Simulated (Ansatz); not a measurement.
**SnSe: density, localisation and related maps**

```yaml
crystal:
  lattice:
    - [0.00000, -3.36398, -3.36398]
    - [0.00000, 3.36398, -3.36398]
    - [6.45683, 0.00000, 0.00000]
  atoms:
    - { symbol: Sn, position: [0.50000, 0.50000, 0.50000] }
    - { symbol: Sn, position: [0.00000, 0.00000, 0.00000] }
    - { symbol: Se, position: [0.50000, 0.00000, 0.25000] }
    - { symbol: Se, position: [0.00000, 0.50000, 0.75000] }
```

Space group I-4m2; started from the zincblende prototype, which need not be the ambient phase; changed on purpose from its base cell (uniaxial x strain -4.0%).

Level of theory: DFT, r2SCAN, plane waves, PAW (Ansatz).

Core electrons are frozen (PAW), and the valence fields are smoothed inside the atomic spheres.

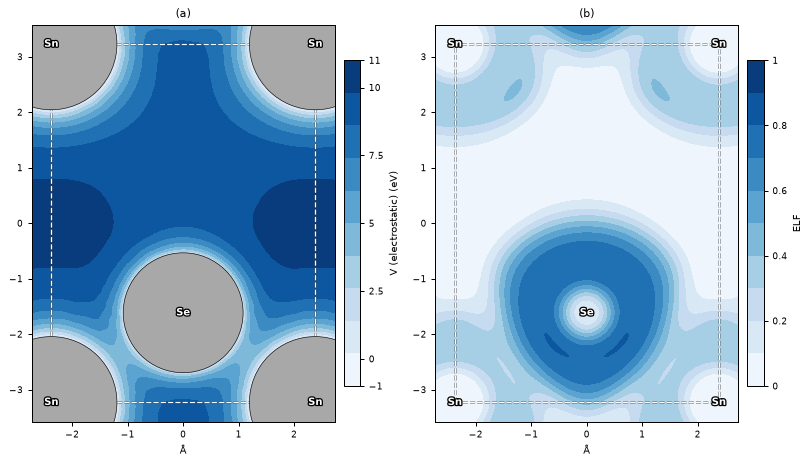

Figure 1. (a) electrostatic potential energy of an electron; (b) electron localisation function on the (010) plane of the conventional cell. Grey discs cover the atomic cores in the potential map.

### What do the fields say about this system?

The section cuts through Sn and Se sites. Sn–Se (2.87 Å): the ELF is about 0.45 at the midpoint. Outside the cores the potential energy rises away from the atoms and is highest about 2.9 Å from the nearest atoms; its zero is arbitrary.

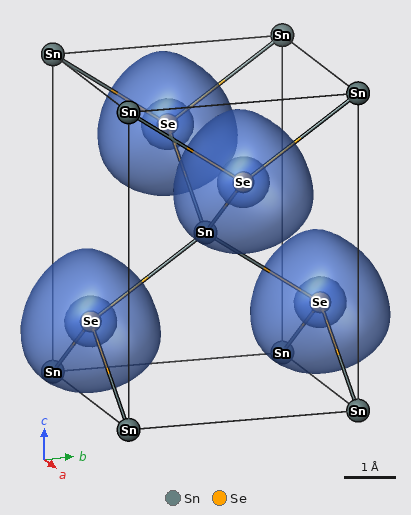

Figure 2. Isosurface of the electron localisation function at 0.6 (blue), seen slightly off an axis. Only the valence region is drawn (cores and ρ < 0.01 e/Å³ removed). Sticks mark near contacts.

### Describe the localisation domains.

The ELF exceeds this value in two regions wrapped around Se (the valence shell of each), counted in one cell of 4 atoms. Regions shared between cells count once.
